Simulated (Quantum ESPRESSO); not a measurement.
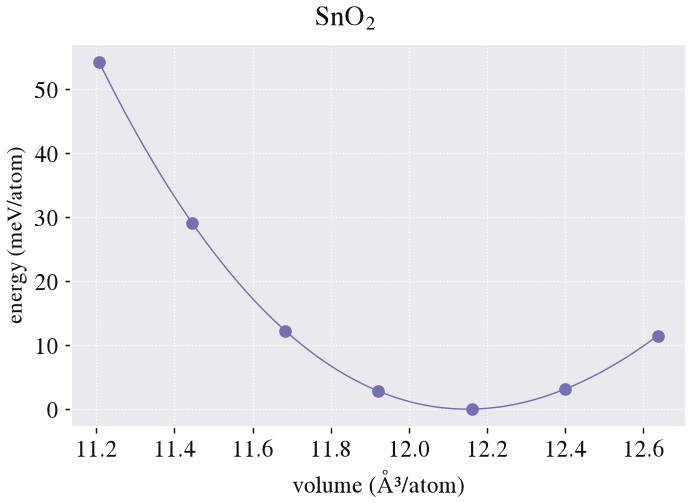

The picture above shows the energy against volume for SnO₂, space group P4_2/mnm (No. 136).

Structure:
```
CELL_PARAMETERS angstrom
4.73800 0.00000 0.00000
0.00000 4.73800 0.00000
0.00000 0.00000 3.18650
ATOMIC_POSITIONS crystal
Sn 0.50000 0.50000 0.50000
Sn 0.00000 0.00000 0.00000
O 0.80710 0.19290 0.50000
O 0.69290 0.69290 0.00000
O 0.19290 0.80710 0.50000
O 0.30710 0.30710 0.00000
```

Method: plane-wave DFT, no spin polarisation; energies at scaled volumes of the given cell, shape and fractions fixed, counted from the fit's minimum, third-order Birch-Murnaghan fit (Quantum ESPRESSO 7.5). Level: PBEsol with D4.

```tsv
setting	value
k mesh	5×5×7
occupations	Fermi–Dirac
smearing width	0.05 eV
potentials	PseudoDojo 0.4.1 SR PBEsol standard
wave cutoff	1143 eV
density cutoff	4572 eV
```

**How stiff is the solid, and where is its volume at rest?**

A third-order Birch–Murnaghan fit gives V0 = 12.15 Å³/atom, B0 = 204 GPa and B′ = 4.8.

Keep in mind: shape and atomic fractions are frozen while scaling, which makes layered, chain and framework solids too stiff.

The computed values:

```
volume (Å³/atom)  energy (meV/atom)
           11.21              54.34
           11.45              29.13
           11.68              12.25
           11.92               2.81
           12.16               0.01
           12.40               3.12
           12.64              11.51
```
